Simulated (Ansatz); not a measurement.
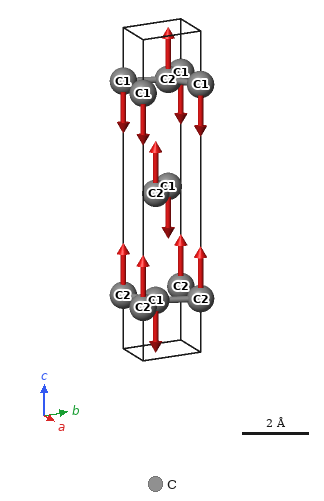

Normal modes of solid C, space group R-3m (No. 166), at the zone centre. The optical levels lie at 884, 1603 (×2) cm⁻¹. One mode is drawn. The red arrows are the displacements of the atoms (eigenvector over the root of the mass), of arbitrary overall length and sign. A ball-and-stick model of the conventional cell (3 times the calculation's cell), seen slightly off an axis. Lengths and directions refer to the drawn axes.

Theory: Ansatz 0.2.0, DFT LDA, scalar-relativistic, plane waves, PAW. Settings: plane-wave cutoff 420 eV; k-point mesh 12 × 12 × 12; occupations fixed; no spin polarisation.

Frequencies are those without the non-analytic (LO–TO) term.

**Which of these frequencies is the drawn mode's?**

The level at 884 cm⁻¹. This is the A₁g mode, the lowest optical level, Raman-active by symmetry. All motion is along c; atoms of one kind move against one another, with no net shift of their sublattice; the C–C bond lengths don't change to first order, so for these it is a bending, tilting or sliding motion.

Limits of the set-up: layers or molecules are held without a dispersion correction, so their spacing is unreliable.
